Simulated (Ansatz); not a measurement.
Given this structure:

```cif
data_structure
_symmetry_space_group_name_H-M 'P 1'
_symmetry_Int_Tables_number 1
_cell_length_a 2.4559
_cell_length_b 2.4559
_cell_length_c 11.1054
_cell_angle_alpha 90.036
_cell_angle_beta 89.964
_cell_angle_gamma 120.000
_cell_volume 58.01
loop_
_atom_site_label
_atom_site_type_symbol
_atom_site_fract_x
_atom_site_fract_y
_atom_site_fract_z
_atom_site_occupancy
C1 C 0.33341 0.66675 0.00000 1
C2 C 0.66675 0.33341 0.00000 1
C3 C 0.33344 0.66672 0.31832 1
C4 C 0.66672 0.33344 0.68168 1
C5 C 0.00011 0.00005 0.31833 1
C6 C 0.00005 0.00011 0.68167 1
```

Q: Characterise the structure given above.

A: The element is carbon. Within 0.01 Å the space group is P-3m1 (No. 164), primitive hexagonal. The cell holds six atoms. The neighbours of C are three C in a trigonal planar arrangement at 1.42 Å. The bonds build C layers parallel to (001).

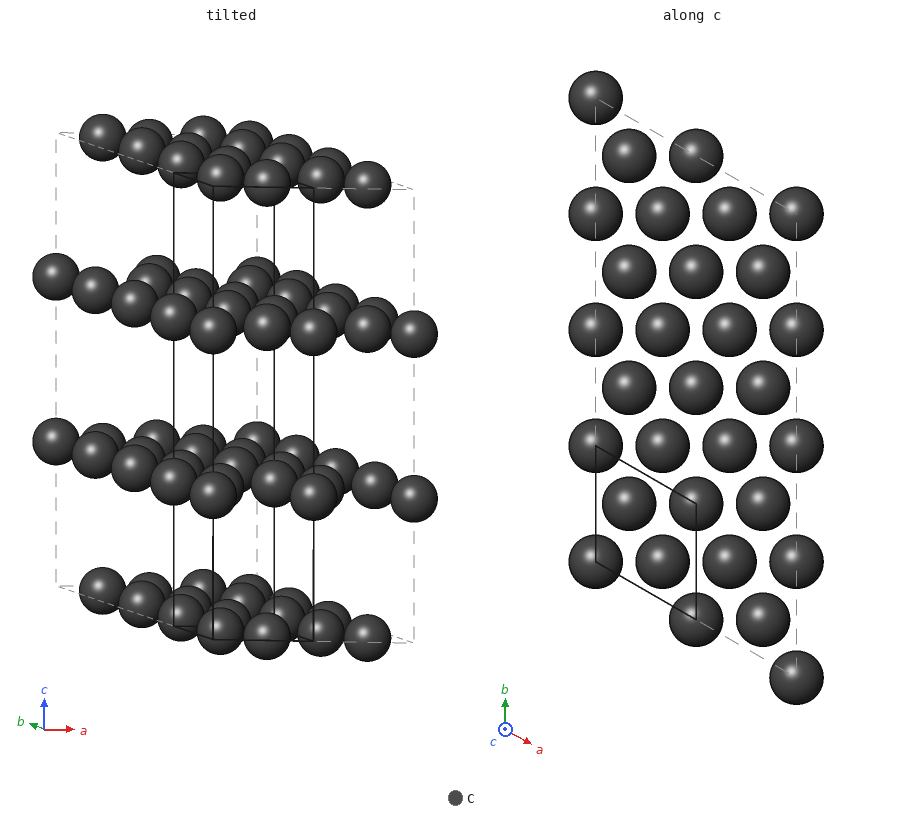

We look at a spheres-only model of the crystal slightly off an axis and along the c axis. The solid frame is a single unit cell within a 2×4×1 block. Colours: carbon dark grey.

Origin of the cell: a structure listed in the Materials Project. The cell was then strained or its atoms displaced on purpose. It was run through Ansatz as a DFT input.
